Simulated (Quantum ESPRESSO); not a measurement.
**Energy of NaH along an even scaling of the cell**

System: NaH (Fm-3m, 2 atoms in the cell).
Method: Kohn-Sham DFT of a periodic cell, PBEsol, GBRV 1.5 PBEsol, no spin polarisation (Quantum ESPRESSO 7.5).

The 7 runs differ only in the geometry, by an even scaling of the cell at fixed fractional positions. The structure derives from an entry of the Crystallography Open Database.

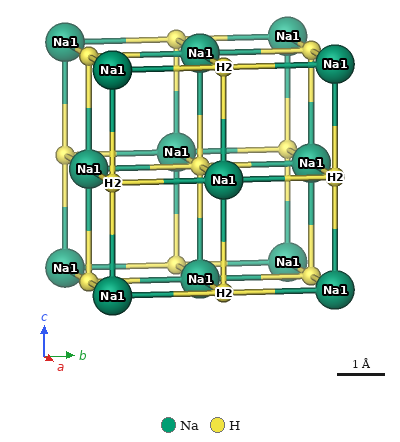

Figure 1. The structure of run 4 (ball-and-stick view of the cell 4 times as large as that of the calculation, set on its symmetry axes, seen slightly off an axis; atoms are numbered from 1 in the order of the input).

## Input of run 4
```
&CONTROL
  calculation = 'scf'
  prefix = 'pwscf'
  outdir = './tmp'
  pseudo_dir = './pseudo'
  tstress = .true.
  disk_io = 'nowf'
/
&SYSTEM
  ibrav = 0
  nat = 2
  ntyp = 2
  ecutwfc = 45
  ecutrho = 360
  nbnd = 10
  occupations = 'smearing'
  smearing = 'fd'
  degauss = 0.00367493
/
&ELECTRONS
  conv_thr = 4d-10
  electron_maxstep = 120
  mixing_beta = 0.5
/
ATOMIC_SPECIES
Na    22.9898 na_pbesol_v1.5.uspp.F.UPF
H      1.0080 h_pbesol_v1.4.uspp.F.UPF
CELL_PARAMETERS angstrom
   0.0000000000    2.4400000000    2.4400000000
   2.4400000000    0.0000000000    2.4400000000
   2.4400000000    2.4400000000    0.0000000000
ATOMIC_POSITIONS crystal
Na     0.0000000000    0.0000000000    0.0000000000
H      0.5000000000    0.5000000000    0.5000000000
K_POINTS automatic
9 9 9 0 0 0
```

Command:
```bash
OMP_NUM_THREADS=1 mpirun -n 2 pw.x -nk 2 -in pw.in > pw.out
```

Run 6 differs from it as follows:
```diff
-   0.0000000000    2.4400000000    2.4400000000
-   2.4400000000    0.0000000000    2.4400000000
-   2.4400000000    2.4400000000    0.0000000000
+   0.0000000000    2.4721089453    2.4721089453
+   2.4721089453    0.0000000000    2.4721089453
+   2.4721089453    2.4721089453    0.0000000000
```

## Results, with one run withheld

| run | volume per atom (Å³) | free energy per atom, from the lowest run given (meV) | pressure (GPa) | gap on the mesh (eV) |
| --- | --- | --- | --- | --- |
| 1 | 13.655 | 0.01 | 0.21 | 3.93 |
| 2 | 13.946 | 0.00 | −0.29 | 3.89 |
| 3 | 14.236 | 0.86 | −0.75 | 3.86 |
| 4 | 14.527 | 2.51 | −1.16 | 3.82 |
| 5 | 14.817 | 4.87 | −1.54 | 3.79 |
| 6 | 15.108 | ? | ? | ? |
| 7 | 15.398 | 11.48 | −2.17 | 3.72 |

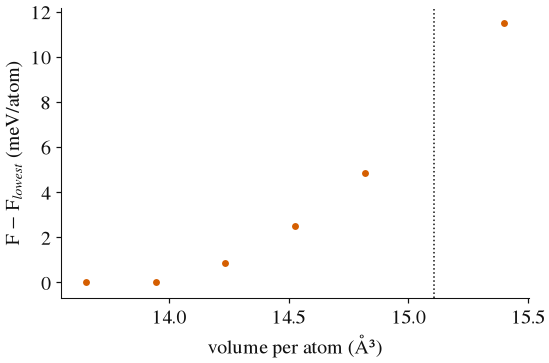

Figure 2. Free energy per atom of the runs given; the dotted line marks run 6.

Fit the runs given and predict run 6.

A cubic polynomial in V^(−2/3) (the Birch–Murnaghan form), fitted to the 6 runs given, misses them by under 0.01 meV per atom. With x = V^(−2/3) − 0.16886 Å⁻², it reads F = 1.7655 − 761.81 x + 77735 x² − 70310 x³ (meV per atom). At run 6 it gives 7.89 meV per atom, and the run itself gives 7.88. The slope of the fit gives a pressure −dF/dV of −1.83 GPa there, and the run prints −1.88 GPa. The fit has its minimum at 13.802 Å³ per atom, where V d²F/dV² gives 23.9 GPa: the bulk modulus at this level, since symmetry fixes the shape and the positions. The gap on the mesh goes, without turning, from 3.93 eV in run 1 to 3.72 eV in run 7; run 6 has 3.75 eV. These are gaps of this functional on this mesh, which can miss the band edges; they aren't the measured gap.

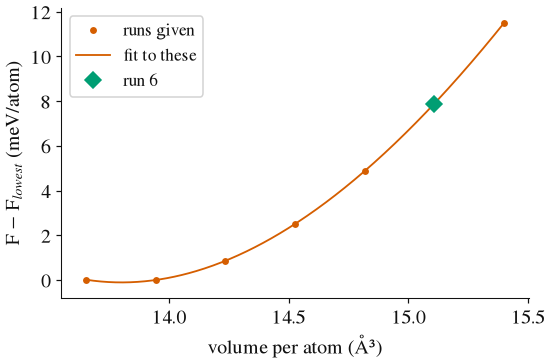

Figure 3. The fit and the withheld run.

## Some lines of the output (run 6)
```
[...]
     unit-cell volume          =     203.9057 (a.u.)^3
     number of k points=    35  Fermi-Dirac smearing, width (Ry)=  0.0037
     total energy              =     -96.33608545 Ry
     total energy              =     -96.34112057 Ry
     total energy              =     -96.34178059 Ry
     total energy              =     -96.34179965 Ry
     total energy              =     -96.34180116 Ry
     total energy              =     -96.34180124 Ry
     total energy              =     -96.34180126 Ry
     the Fermi energy is     2.2042 ev
!    total energy              =     -96.34180126 Ry
     The total energy is F=E-TS. E is the sum of the following terms:
     Computing stress (Cartesian axis) and pressure
          total   stress  (Ry/bohr**3)                   (kbar)     P=      -18.76
```
